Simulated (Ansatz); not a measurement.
**WS2: single-point calculation**

System: WS2 (slab, 27 atoms in the cell).
Method: DFT PBE+D3(BJ), scalar-relativistic, plane waves, PAW, no spin polarisation (Ansatz 0.2.0).

The structure derives from an entry of the Crystallography Open Database. It belongs to a series of runs on one base structure; here: the slab at its places in the relaxed adsorbed structure.

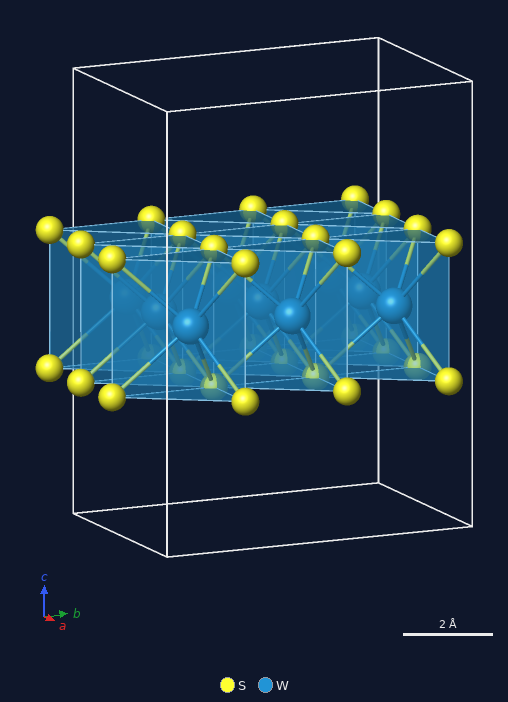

Fig. 1: The input geometry (polyhedral view of the cell of the calculation, with the vacuum cut short, seen slightly off an axis; polyhedra are completed across the faces of the cell). An atom can appear more than once, as a periodic image.

The input:
```yaml
crystal:
  lattice:
    - [9.4716094029, 0.0, 0.0]
    - [-4.7358047015, 8.2026543577, 0.0]
    - [0.0, 0.0, 22.8708666289]
  atoms:
    - { symbol: S, position: [0.4444444444, 0.2222222222, 0.3497899808] }
    - { symbol: S, position: [0.4444444444, 0.5555555556, 0.3497899808] }
    - { symbol: S, position: [0.4444444444, 0.8888888889, 0.3497899808] }
    - { symbol: S, position: [0.7777777778, 0.2222222222, 0.3497899808] }
    - { symbol: S, position: [0.7777777778, 0.5555555556, 0.3497899808] }
    - { symbol: S, position: [0.7777777778, 0.8888888889, 0.3497899808] }
    - { symbol: S, position: [0.1111111111, 0.2222222222, 0.3497899808] }
    - { symbol: S, position: [0.1111111111, 0.5555555556, 0.3497899808] }
    - { symbol: S, position: [0.1111111111, 0.8888888889, 0.3497899808] }
    - { symbol: W, position: [0.2219041569, 0.1110429606, 0.418722943] }
    - { symbol: W, position: [0.2222407477, 0.444425919, 0.4188163958] }
    - { symbol: W, position: [0.2222188481, 0.7777882523, 0.4187761328] }
    - { symbol: W, position: [0.5557570735, 0.1109095932, 0.4187185153] }
    - { symbol: W, position: [0.5556237061, 0.4447625097, 0.418722943] }
    - { symbol: W, position: [0.5551877043, 0.777554605, 0.4186805971] }
    - { symbol: W, position: [0.8891120617, 0.1114789624, 0.4186805971] }
    - { symbol: W, position: [0.8888784144, 0.4444478185, 0.4187761328] }
    - { symbol: W, position: [0.8890566781, 0.7776099885, 0.4188294092] }
    - { symbol: S, position: [0.4445693685, 0.2220972981, 0.4874266916] }
    - { symbol: S, position: [0.4444776303, 0.5558436382, 0.4877082945] }
    - { symbol: S, position: [0.4443751811, 0.8887936146, 0.4877592718] }
    - { symbol: S, position: [0.7778730521, 0.2222914856, 0.4877592718] }
    - { symbol: S, position: [0.7775653438, 0.5551862779, 0.4877170621] }
    - { symbol: S, position: [0.7775782329, 0.8890884337, 0.4874253424] }
    - { symbol: S, position: [0.1108230284, 0.2221890363, 0.4877082945] }
    - { symbol: S, position: [0.1111198548, 0.5555468119, 0.4878483643] }
    - { symbol: S, position: [0.1114803887, 0.8891013228, 0.4877170621] }
basis:
  ecutwfc: 420
kpoints:
  mp_grid: { grid: [2, 2, 1] }
hamiltonian:
  xc: pbe
  dispersion: d3bj
scf:
  occupations: { method: gaussian, width: 0.05 }
output:
  forces: true
  eigenvalues: true
  write_density: true
  volumetric_format: npy
efield:
  axis: 3
  dipole_correction: true
  ramp_width: 0.04
```

Run on 4 threads of Intel Xeon (Granite Rapids), 32 GiB of memory available, shared host.

Run as:
```bash
ansatz run input.yaml --threads 4 --pin off --max-ram 10240MiB --backend cpu --events-out ev --progress --plain --runs-dir out
```

Log:
```
Engine: ansatz 0.2.0, x86_64-unknown-linux-gnu
Pseudopotentials: kind: paw
Pseudopotential: S, paw, valence charge 6, recommended cutoff 420 eV (normal), S.paw.azcp
Pseudopotential: W, paw, valence charge 14, recommended cutoff 420 eV (normal), W.paw.azcp
Functional definition: PBE
  parameter kappa = 0.804
  parameter beta = 0.06672455060314922
  exchange = pbe_x(kappa = kappa, mu = beta*pi^2/3)
  correlation = pbe_c(beta = beta)
Crystal: 27 atoms, lattice volume = 1776.891 Å³
Basis set: ecut = 420 eV, 34709 PW (Γ), exchange–correlation on 128×128×320 points (8 copies of the dense FFT grid, shifted against one another)
Bands: 144, of which v1, the nominal top of the filled ones, is band 117 counted from 1 (116 counted from 0)
Symmetry: 2 space group operations
Space group: Cm (ITA 8), of the structure as read, at distance tolerance 1.2e-4 Å
k-points: 3 of 4
Non-local potential: S, projectors of the file, l = 0: 2, l = 1: 2, l = 2: 2
Non-local potential: W, projectors of the file, l = 0: 3, l = 1: 2, l = 2: 2, l = 3: 1
PAW form: soft (Blöchl's): semilocal exchange-correlation on the pseudo side does not see the compensation charge
PAW one-centre angular grid: S, 110 points (default); XC on 64 Gauss nodes
PAW one-centre angular grid: W, 590 points (default); XC on 64 Gauss nodes
Initial density: superposition of atomic densities (neutral atoms: chi_scale 0, normalization atom), corrected by the library's trained network
Initial wavefunctions: pseudopotential atomic-orbital guess
Functional: x = pbe(κ = 0.804, μ = 0.2195149727645171), c = pbe(β = 0.06672455060314922)
SCF iter   1: F=—  HF=-109731.161643 eV  |F-HF|=—  |Δ(HF+E_count)|=         —  Δρ=3.09e-3  dr2=2.22e-1  ethr=1.77e-3  p=0.000 e·Å  D=3.19e-5 V/Å  ΔV_dip=-0.00 eV  dr2_dipole=4.88e-7  V_vac-E_F(+/−)=5.03/5.04 eV  ⟨swp⟩=9.3  Hψ=2146  notcnv=0
efield: sawtooth ramp at fractional position 0.8988 (placed from the atoms, in the widest stretch of the axis that holds none; the zero of the levels goes with the place), width 0.0400; the density the first Hamiltonian is built on has a dipole p = 0.000 e·Å; the dipole correction subtracts the counter field D = 3.19e-5 V/Å, which shifts the + side's vacuum level by -0.00 eV against the − side's; the planar-averaged density in the ramp window peaks in size at 1.3e-5 e/Å³
preconditioner: auto → Resta (q_TF=auto, 1.946 Å⁻¹)  ε∞=2.8  [insulator: Δε(μ)=1.931 eV  Ē_g=8.335 eV  σ=0.050 eV  W_gap=1.00  n_scr=212 (ndim 8)  ℏωp=11.2 eV  f_vac=0.700  D(μ)=0.00/eV (n_scr^D=0)  ε∞_Penn≈2.8  vacuum switching on, ρ_ref=5.0e-3 e/Å³]
SCF iter   2: F=—  HF=-109731.190901 eV  |F-HF|=—  |Δ(HF+E_count)|=   2.93e-2  Δρ=1.88e-3  dr2=8.75e-2  ethr=9.47e-5  p=-0.000 e·Å  D=-3.06e-5 V/Å  ΔV_dip=0.00 eV  dr2_dipole=6.86e-7  V_vac-E_F(+/−)=4.79/4.79 eV  ⟨swp⟩=3.3  Hψ=829  notcnv=0  defer=65
SCF iter   3: F=—  HF=-109731.191080 eV  |F-HF|=—  |Δ(HF+E_count)|=   1.79e-4  Δρ=1.08e-3  dr2=9.94e-3  ethr=3.74e-5  p=0.000 e·Å  D=1.13e-5 V/Å  ΔV_dip=-0.00 eV  dr2_dipole=1.89e-7  V_vac-E_F(+/−)=4.83/4.83 eV  ⟨swp⟩=2.0  Hψ=573  notcnv=0  defer=65
SCF iter   4: F=—  HF=-109731.205937 eV  |F-HF|=—  |Δ(HF+E_count)|=   1.49e-2  Δρ=1.86e-4  dr2=4.91e-4  ethr=4.25e-6  p=-0.001 e·Å  D=-6.79e-5 V/Å  ΔV_dip=0.00 eV  dr2_dipole=2.23e-6  V_vac-E_F(+/−)=4.74/4.74 eV  ⟨swp⟩=2.0  Hψ=592  notcnv=0  defer=65
SCF iter   5: F=—  HF=-109731.206427 eV  |F-HF|=—  |Δ(HF+E_count)|=   4.91e-4  Δρ=1.12e-4  dr2=9.25e-4  ethr=2.10e-7  p=0.001 e·Å  D=1.52e-4 V/Å  ΔV_dip=-0.00 eV  dr2_dipole=2.01e-5  V_vac-E_F(+/−)=4.72/4.72 eV  ⟨swp⟩=3.0  Hψ=770  notcnv=0  defer=65
SCF iter   6: F=—  HF=-109731.206303 eV  |F-HF|=—  |Δ(HF+E_count)|=   1.25e-4  Δρ=2.57e-5  dr2=3.25e-5  ethr=2.10e-7  p=-0.000 e·Å  D=-9.85e-6 V/Å  ΔV_dip=0.00 eV  dr2_dipole=6.07e-9  V_vac-E_F(+/−)=4.72/4.72 eV  ⟨swp⟩=2.0  Hψ=552  notcnv=0  defer=65
SCF iter   7: F=—  HF=-109731.207686 eV  |F-HF|=—  |Δ(HF+E_count)|=   1.38e-3  Δρ=6.66e-6  dr2=2.83e-6  ethr=1.39e-8  p=-0.000 e·Å  D=-2.98e-5 V/Å  ΔV_dip=0.00 eV  dr2_dipole=1.31e-7  V_vac-E_F(+/−)=4.72/4.72 eV  ⟨swp⟩=2.7  Hψ=647  notcnv=0  defer=65
SCF iter   8: F=—  HF=-109731.207685 eV  |F-HF|=—  |Δ(HF+E_count)|=   1.11e-7  Δρ=4.62e-6  dr2=1.56e-6  ethr=1.21e-9  p=0.000 e·Å  D=1.84e-6 V/Å  ΔV_dip=-0.00 eV  dr2_dipole=2.14e-7  V_vac-E_F(+/−)=4.72/4.72 eV  ⟨swp⟩=2.3  Hψ=643  notcnv=0  defer=65
SCF iter   9: F=-109731.207685 eV  HF=-109731.207685 eV  |F-HF|=3.08e-8  |Δ(HF+E_count)|=   4.80e-8  Δρ=1.57e-6  dr2=9.76e-8  ethr=4.27e-11  p=-0.000 e·Å  D=-1.26e-5 V/Å  ΔV_dip=0.00 eV  dr2_dipole=4.92e-9  V_vac-E_F(+/−)=4.72/4.72 eV  ⟨swp⟩=13.3  Hψ=2455  notcnv=0
SCF 1 converged in 9 iterations: F = -109731.207685 eV  dr2 = 9.76e-8
  greatest PAW one-centre occupation: 1.000 electrons in one spin orbital (limit 2), on the W atom at site 17 (counted from 0), in its partial waves of l = 0
SCF converged after 9 iterations
Free energy (F): -109731.207685 eV
Harris-Foulkes:  -109731.207685 eV  (|F-HF|=3.08e-8)
Internal energy: -109731.207685 eV  (E = F + TS)
E sigma→0 (E₀):  -109731.207685 eV
Fermi energy:    -0.193224 eV
Dipole field:    D = -0.000044 V/Å  (p = -0.000435 e·Å, saw-weighted, corrected)
Work function:   Φ+ = 4.7163 eV   Φ− = 4.7153 eV
Levels:          The Fermi level and band energies are counted from a zero that moves with the ramp; work functions are not
--- Per-component energies (eV) ---
  E_band       = -4539.543024
  E_kinetic    = 5997.672326
  E_local      = -173014.130931  (includes V_loc(G=0)·N_el)
  E_nonlocal   = 515.671578
  E_hartree    = 83456.083419
  E_xc         = -4159.414229
  E_vxc        = -3735.065706  (∫ρ·V_xc dr)
  E_paw        = -87868.216545  (= ΣΔE_a)
  E_vpaw       = -1215.901541  (= ΣTr[D̂ρ^β])
  E_aug_tail   = -0.000561  (compensation charges beyond the density's cutoff)
  E_efield     = 0.000000  (sawtooth field / dipole correction)
  E_vefield    = -0.000019  (∫n·V_field dr)
  E_ewald      = 65349.512347
  E_disp       = -8.385089  (pairwise vdW)
  E_smearing   = -0.000000  (= −TS)
  E_closure    = -0.000000  (closes the sum)
  Σ components = -109731.207685   (vs F -109731.207685, Δ=0.00e0)
--- Forces (eV/Å), atoms counted from 1 ---
  atom   1  S      0.00143181    -0.00082666     0.01583325
  atom   2  S     -0.01786052    -0.01065250    -0.01735626
  atom   3  S     -0.01365773    -0.01071270    -0.01525858
  atom   4  S      0.00244861     0.01718430    -0.01525858
  atom   5  S      0.00753164     0.00604968     0.00582769
  atom   6  S      0.01527634    -0.00881980     0.01690369
  atom   7  S      0.00029508     0.02079391    -0.01735626
  atom   8  S      0.00330005    -0.00190528     0.02292938
  atom   9  S     -0.00147336    -0.00954744     0.00582769
  atom  10  W      0.04636619     0.01073946    -0.00897233
  atom  11  W     -0.01450724     0.00837576    -0.02732617
  atom  12  W      0.00877098    -0.00360070    -0.00574023
  atom  13  W     -0.03450265     0.01992011    -0.00298323
  atom  14  W      0.01388244    -0.04552403    -0.00897233
  atom  15  W      0.02306101     0.04660702     0.00300673
  atom  16  W     -0.02883236    -0.04327493     0.00300673
  atom  17  W      0.00750379    -0.00579554    -0.00574023
  atom  18  W     -0.03612777     0.02085838    -0.04571538
  atom  19  S     -0.02336786     0.01349144     0.05564622
  atom  20  S      0.01241507    -0.02618982     0.01396950
  atom  21  S      0.00766713     0.00422820    -0.01678302
  atom  22  S      0.00017184    -0.00875403    -0.01678302
  atom  23  S     -0.00103210     0.03299139     0.01501490
  atom  24  S      0.02713956    -0.01566903     0.05931654
  atom  25  S      0.02888858     0.00234315     0.01396950
  atom  26  S     -0.00570086     0.00329139    -0.04179995
  atom  27  S     -0.02908743    -0.01560186     0.01501490
  max |Σ_I F_I| component: 2.21e-4 eV/Å
--- Band table (eV) ---
  k-point 0: bands = ["-75.0849", "-75.0716", "-75.0711", "-75.0711", "-75.0710", "-75.0701", "-75.0699", "-75.0639", "-75.0633", "-39.4740", "-39.4735", "-39.4734", "-39.4732", "-39.4717", "-39.4715", "-39.4705", "-39.4674", "-39.4347", "-39.4346", "-39.3838", "-39.3338", "-39.3337", "-39.3336", "-39.3333", "-39.3333", "-39.3327", "-39.3081", "-39.3080", "-39.2654", "-39.2646", "-39.2643", "-39.2642", "-39.2636", "-39.2633", "-39.2001", "-39.2001", "-15.9965", "-14.4801", "-14.4793", "-14.4776", "-14.4763", "-14.4744", "-14.4717", "-14.3637", "-13.8100", "-13.8094", "-13.8087", "-13.8064", "-13.8016", "-13.7992", "-13.4691", "-13.4686", "-13.4063", "-13.3971", "-7.5879", "-6.9915", "-6.9895", "-6.9779", "-6.9770", "-6.9754", "-6.9749", "-6.9737", "-6.9717", "-6.5678", "-6.5624", "-5.7295", "-5.7285", "-5.7251", "-5.7241", "-5.7219", "-5.7187", "-5.6935", "-5.6892", "-5.6785", "-5.6777", "-5.6774", "-5.6774", "-5.6736", "-5.6697", "-5.0563", "-5.0548", "-4.4548", "-4.4501", "-4.2175", "-4.2140", "-4.2119", "-4.2116", "-4.2073", "-4.2070", "-3.9688", "-3.9686", "-3.6018", "-3.5873", "-3.3615", "-3.1413", "-3.1411", "-3.1406", "-3.1393", "-3.1345", "-3.1227", "-2.7218", "-2.7203", "-2.7057", "-2.7047", "-2.7035", "-2.6988", "-2.6967", "-2.6960", "-2.4067", "-2.4056", "-2.4031", "-2.4027", "-2.4025", "-2.4007", "-1.3010", "-1.1583", "-1.1567", "0.7706", "0.7712", "1.4131", "1.4133", "1.4172", "1.4186", "1.4249", "1.4365", "1.4515", "1.4596", "1.4643", "1.4672", "1.4718", "1.4741", "1.7853", "1.7863", "1.9159", "1.9163", "2.1270", "2.1296", "2.4992", "2.5063", "2.5110", "2.5112", "2.5181", "2.5206", "2.9072"]
  k-point 1: bands = ["-75.0805", "-75.0800", "-75.0735", "-75.0728", "-75.0666", "-75.0665", "-75.0662", "-75.0657", "-75.0651", "-39.5608", "-39.5169", "-39.5167", "-39.5151", "-39.5144", "-39.4121", "-39.4101", "-39.3672", "-39.3669", "-39.3420", "-39.3416", "-39.3333", "-39.3326", "-39.3317", "-39.3311", "-39.3170", "-39.3167", "-39.3164", "-39.3162", "-39.3161", "-39.2928", "-39.2920", "-39.2854", "-39.2713", "-39.2708", "-39.2217", "-39.2215", "-15.5444", "-15.5421", "-14.7738", "-14.7723", "-14.1947", "-14.1937", "-13.9084", "-13.9052", "-13.8258", "-13.8248", "-13.8236", "-13.8226", "-13.7987", "-13.5776", "-13.5618", "-13.5613", "-13.5552", "-13.5531", "-7.7096", "-7.1638", "-7.1629", "-7.1609", "-7.1600", "-7.0663", "-7.0656", "-6.5131", "-6.5104", "-6.4515", "-6.4512", "-6.4503", "-6.4485", "-6.3821", "-5.7784", "-5.7728", "-5.6184", "-5.4429", "-5.4420", "-5.4403", "-5.4390", "-5.1524", "-5.1492", "-4.9820", "-4.9752", "-4.6997", "-4.6984", "-4.6951", "-4.6921", "-4.6418", "-4.6325", "-4.5565", "-4.3722", "-4.3660", "-3.9588", "-3.9556", "-3.9539", "-3.9527", "-3.5357", "-3.5339", "-3.4085", "-3.4034", "-3.3580", "-3.3397", "-3.3341", "-3.1967", "-3.1947", "-3.1912", "-3.1830", "-2.5862", "-2.5820", "-2.5472", "-2.5401", "-2.3664", "-2.1095", "-2.0413", "-2.0347", "-1.7730", "-1.7697", "-1.7650", "-1.7608", "-1.5900", "-1.5878", "0.8294", "0.8386", "1.1783", "1.1842", "1.4177", "1.4202", "1.4248", "1.4346", "1.5844", "1.5929", "1.6713", "1.6857", "1.6926", "1.6953", "1.8036", "1.8640", "1.8658", "2.2147", "2.2318", "2.2327", "2.2343", "2.2363", "2.4930", "2.4963", "2.5046", "2.5076", "2.5088"]
  k-point 2: bands = ["-75.0805", "-75.0799", "-75.0734", "-75.0730", "-75.0667", "-75.0663", "-75.0663", "-75.0656", "-75.0652", "-39.5608", "-39.5172", "-39.5165", "-39.5149", "-39.5145", "-39.4123", "-39.4099", "-39.3673", "-39.3668", "-39.3420", "-39.3417", "-39.3331", "-39.3327", "-39.3317", "-39.3312", "-39.3168", "-39.3167", "-39.3165", "-39.3162", "-39.3162", "-39.2931", "-39.2916", "-39.2854", "-39.2713", "-39.2707", "-39.2217", "-39.2215", "-15.5443", "-15.5422", "-14.7759", "-14.7701", "-14.1959", "-14.1924", "-13.9100", "-13.9036", "-13.8263", "-13.8263", "-13.8236", "-13.8206", "-13.7989", "-13.5775", "-13.5635", "-13.5605", "-13.5539", "-13.5535", "-7.7094", "-7.1645", "-7.1619", "-7.1612", "-7.1603", "-7.0676", "-7.0644", "-6.5137", "-6.5098", "-6.4532", "-6.4503", "-6.4501", "-6.4480", "-6.3823", "-5.7786", "-5.7724", "-5.6186", "-5.4426", "-5.4418", "-5.4417", "-5.4377", "-5.1518", "-5.1496", "-4.9828", "-4.9746", "-4.7026", "-4.6979", "-4.6934", "-4.6910", "-4.6399", "-4.6341", "-4.5568", "-4.3714", "-4.3662", "-3.9592", "-3.9563", "-3.9542", "-3.9517", "-3.5371", "-3.5325", "-3.4064", "-3.4054", "-3.3577", "-3.3397", "-3.3348", "-3.1972", "-3.1952", "-3.1903", "-3.1836", "-2.5886", "-2.5794", "-2.5470", "-2.5403", "-2.3665", "-2.1092", "-2.0410", "-2.0355", "-1.7727", "-1.7705", "-1.7637", "-1.7618", "-1.5913", "-1.5862", "0.8272", "0.8411", "1.1796", "1.1832", "1.4170", "1.4224", "1.4239", "1.4339", "1.5856", "1.5911", "1.6730", "1.6839", "1.6928", "1.6942", "1.8037", "1.8646", "1.8651", "2.2148", "2.2316", "2.2326", "2.2356", "2.2357", "2.4935", "2.4978", "2.5041", "2.5058", "2.5069"]
```

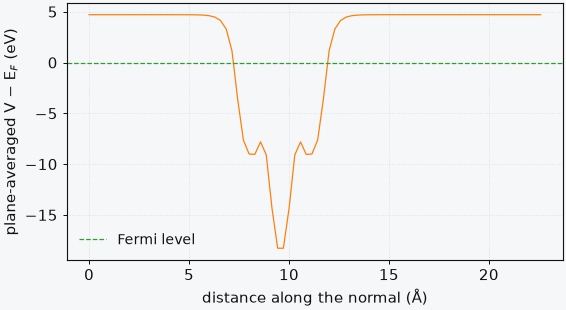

Fig. 2: Plane average of the electrostatic potential energy of an electron across the cell, from the Fermi level. The vacuum level lies 4.72 eV above the Fermi level.

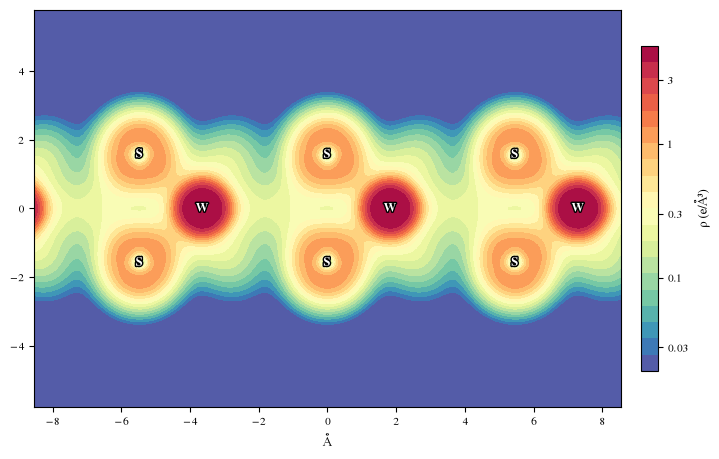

Fig. 3: Valence pseudo-density on the (110) plane of the calculation cell, a cut from vacuum to vacuum. The section cuts through S and W sites. W–S (2.41 Å): ρ is about 0.63 e/Å³ halfway. The density dies away to nearly zero in the vacuum. Core electrons are frozen (PAW), so the fields are smoothed inside the atomic spheres.

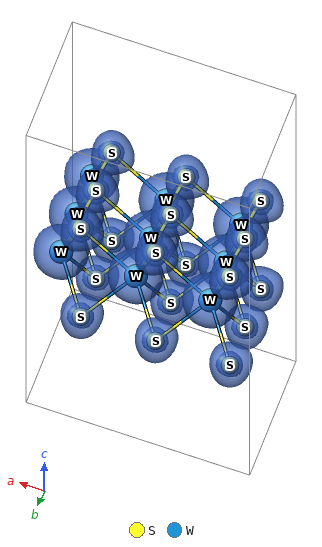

Fig. 4: Isosurface of the valence charge density (pseudo) at 1 e/Å³ (blue), seen at an oblique angle. Sticks mark near contacts. At this value the density breaks into separate islands; it holds about 45 % of the electrons treated as valence (semicore included). It is pinched off along the W–S (2.41 Å) contacts. On the grid the lowest density along these lines, outside the cores, is 0.63 e/Å³ (W–S, 2.41 Å).

Summary:

| quantity | value |
| --- | --- |
| outcome | converged |
| electrons treated | 234 |
| free energy | −109731.2077 eV |
| work function, top face | 4.72 eV |
| work function, bottom face | 4.72 eV |
| Fermi energy | −0.193 eV |
| gap on the k-point mesh | 1.93 eV |
| work function (upper face) | 4.72 eV |
| largest force (length of the vector) | 0.067 eV/Å |
| wall time | 10 s (CPU time 39 s) |
| peak memory | 3.9 GiB |

Remarks:

Spin–orbit coupling is left out, which matters for W.
